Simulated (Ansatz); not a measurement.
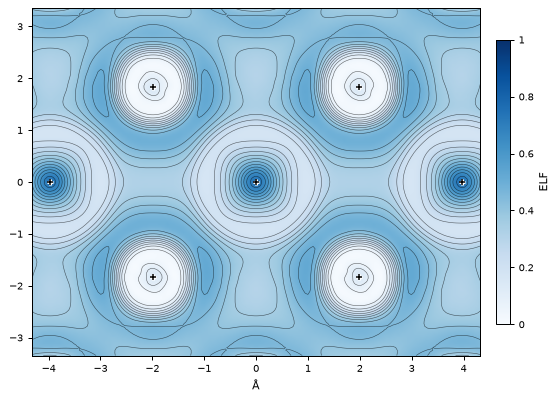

The electron localisation function on a plane through atoms (crosses mark nuclei in the plane).

These are results of DFT PBEsol, scalar-relativistic, plane waves, PAW (Ansatz), not measurements.

Candidates:
A. AlNi2, a = 3.97 Å, b = 3.97 Å, c = 4.91 Å, α = 90.00°, β = 90.00°, γ = 120.00°. Space group P-3m1; a structure from a database of computed crystals, not necessarily the ambient phase; computed without spin polarisation.
B. SnO, a = 3.32 Å, b = 5.71 Å, c = 3.89 Å, α = 90.00°, β = 90.00°, γ = 90.00°. Space group Pmn2₁; a structure from a database of computed crystals, not necessarily the ambient phase.

Which candidate gave the map?

Answer. Candidate A: AlNi2 on the (101) plane of the conventional cell, which holds Al and Ni.
